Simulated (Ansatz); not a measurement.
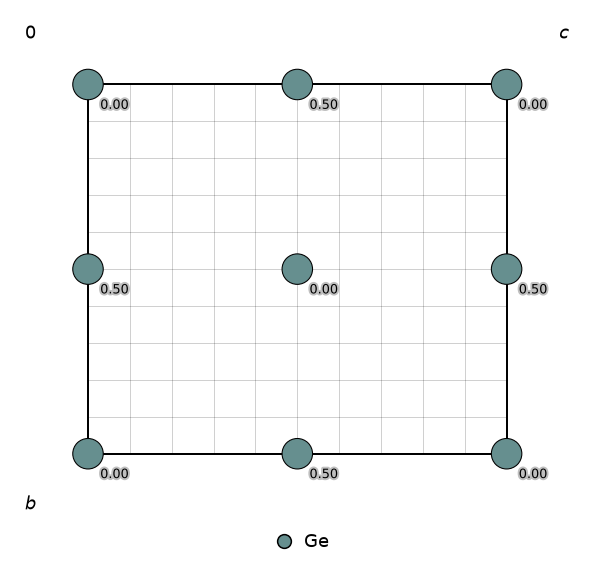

Plan of a unit cell projected along a (b down the page, c across); the numbers are heights as fractions of a, and atoms on the cell's edges are repeated. The grid marks tenths of b and c. Source: the end point of a relaxation with Ansatz 0.2.0, DFT PBE, scalar-relativistic, plane waves, PAW; the starting structure was generated, so it need not be a known form of this composition. Symmetry computed with spglib at a tolerance of 0.002 Å; standard conventional cell.

a = 4.049 Å, b = 4.125 Å, c = 4.677 Å, α = 90.00°, β = 90.00°, γ = 90.00°.

What does the cell contain?

4 Ge: Ge, Z = 4.

Which space group?

No. 69, Fmmm, face-centred orthorhombic.

Give the fractional coordinates of all atoms, to two places.

```json
{"atom": "Ge", "x": "0.00", "y": "0.00", "z": "0.00"}
{"atom": "Ge", "x": "0.00", "y": "0.50", "z": "0.50"}
{"atom": "Ge", "x": "0.50", "y": "0.00", "z": "0.50"}
{"atom": "Ge", "x": "0.50", "y": "0.50", "z": "0.00"}
```
